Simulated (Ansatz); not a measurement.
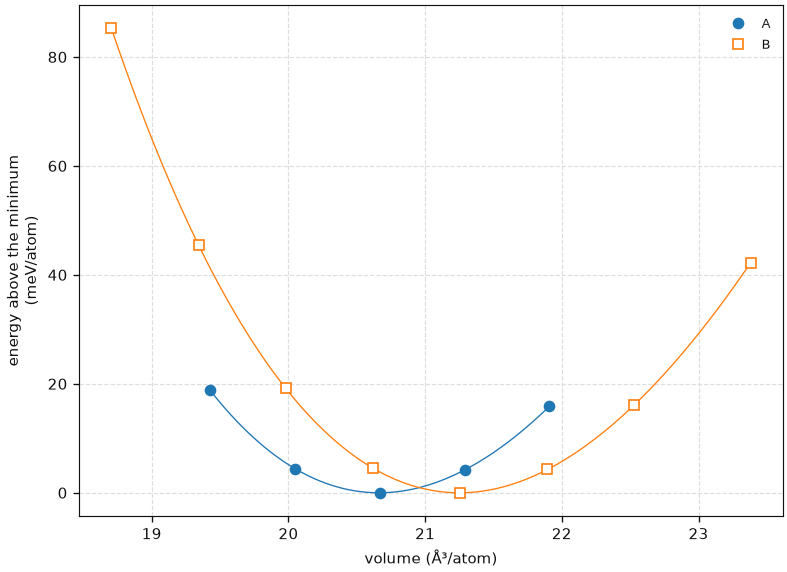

The figure compares two calculations of the energy above the minimum against volume, each curve from its own zero. The first is for Sc₂Al, space group P6_3/mmc (No. 194).

The cell holds 6 atoms.

How it was computed, with Ansatz 0.2.0: third-order Birch-Murnaghan fit to density functional energies at scaled volumes of the given relaxed cell, shape and atoms relaxed at each volume; energies count from the fitted minimum; plane waves with PAW datasets, Γ-centred k mesh. Level: r2SCAN, no spin polarisation.

- wave cutoff: 500 eV
- k mesh: 12×12×6
- occupations: Gaussian
- smearing width: 0.1 eV

In the second, the level changes from r2SCAN to PBEsol. The second calculation uses wave cutoff 420.0 eV.

> Which of A and B is the second calculation, and what did the change do?

A. The equilibrium volume falls from 21.25 to 20.66 Å³/atom (−2.8 %) and the bulk modulus hardly changes (73.5 and 74.1 GPa).

V0 and the bulk modulus come from third-order Birch–Murnaghan fits.
